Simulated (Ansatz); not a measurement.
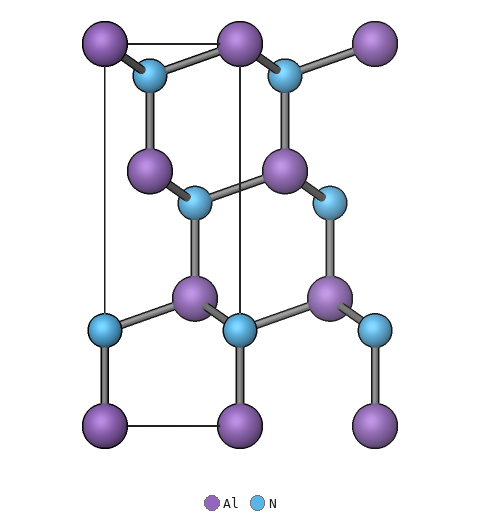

Projection along an edge of the hexagonal mesh, stacking direction [111] upwards. Every atom sits on one of the three columns of the mesh; call them A, B, C in the order in which they first turn up. The box is the hexagonal cell of the face-centred cubic lattice. The sequence starts with the first layer at or above the cell's origin.

The compound is AlN, taken as the end point of a relaxation with DFT r2SCAN, scalar-relativistic, plane waves, PAW in Ansatz.

> Give the sequence of layers in one repeat, with element and column.

Al(A) – N(A) – Al(B) – N(B) – Al(C) – N(C) (six layers in 7.57 Å).

> How are the N layers alone stacked?

N layers alone: ABC, the cubic close-packed type.

> Which positions between or in the N layers do the other atoms fill?

Al: three tetrahedral sites in each hexagonal cell.

> What short polytype symbol fits?

Polytype symbol 3C, the symbol of a tetrahedral polytype (number of double layers in the repeat and lattice).
